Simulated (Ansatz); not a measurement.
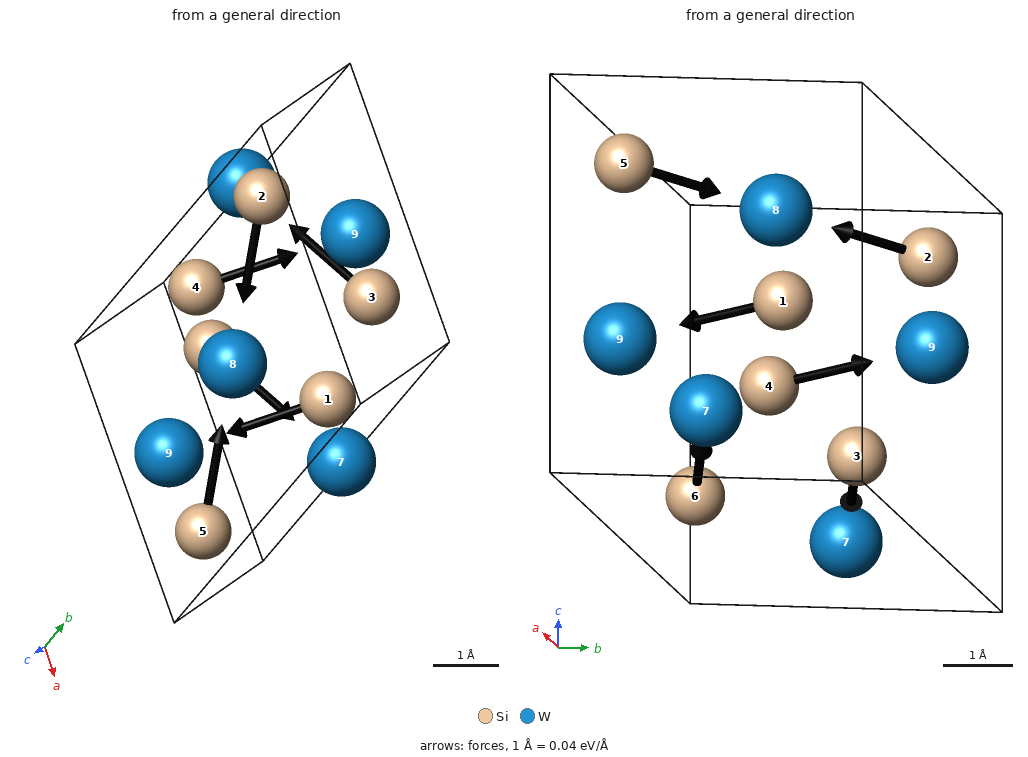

Spheres-only representation of a periodic structure, projected from two general directions. The simulation cell is drawn as a box. The arrows are the computed forces on the atoms.

System: Si$_{2}$W. Setup: DFT, LDA, plane waves, PAW (Ansatz 0.2.0); a plane-wave cutoff of 420 eV, 6×6×4 k-points, Fermi-Dirac smearing of 0.02 eV, no spin polarisation.

Would an optimiser stop at this geometry?

No. The atoms still feel forces of up to about 0.052 eV/Å, above a usual threshold of 0.01 to 0.03 eV/Å.

The structure comes from a structure listed in the Materials Project. Earlier steps of the study may have refined or changed the cell and positions. It was run through Ansatz as a DFT input.
